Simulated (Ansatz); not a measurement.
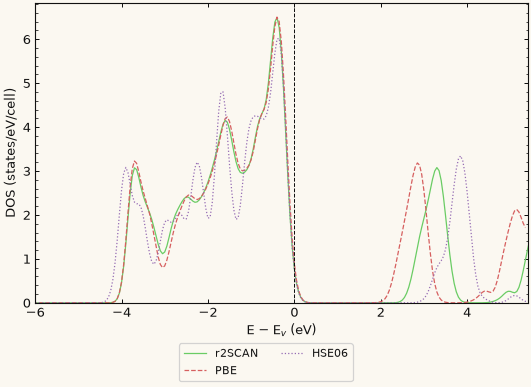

Total densities of states of CdI₂, space group P-3m1 (No. 164), 3 atoms in the cell, 1T (CdI2) bulk type, epitaxial (xy) strain +4.0%, by three methods on the same cell. The curves are built from the levels of the k mesh with Gaussians 0.3 eV wide, which also blur the band edges. Each is counted from its own valence-band top.

Question: What changes from one method to the other?

Answer: r2SCAN gives a gap of 2.61 eV, PBE gives a gap of 2.06 eV and HSE06 gives a gap of 3.05 eV.

Settings. r2SCAN: DFT, r2SCAN, plane waves, PAW, no spin polarisation, 12×12×4 k mesh, 500 eV cutoff (Ansatz 0.2.0). PBE: DFT, PBE, plane waves, PAW, no spin polarisation, 12×12×4 k mesh, 420 eV cutoff, Fermi-Dirac smearing of 0.02 eV (Ansatz). HSE06: DFT, HSE06, plane waves, PAW, no spin polarisation, 6×6×4 k mesh, 420 eV cutoff (Ansatz).

Spin-orbit coupling is left out, which matters for I.
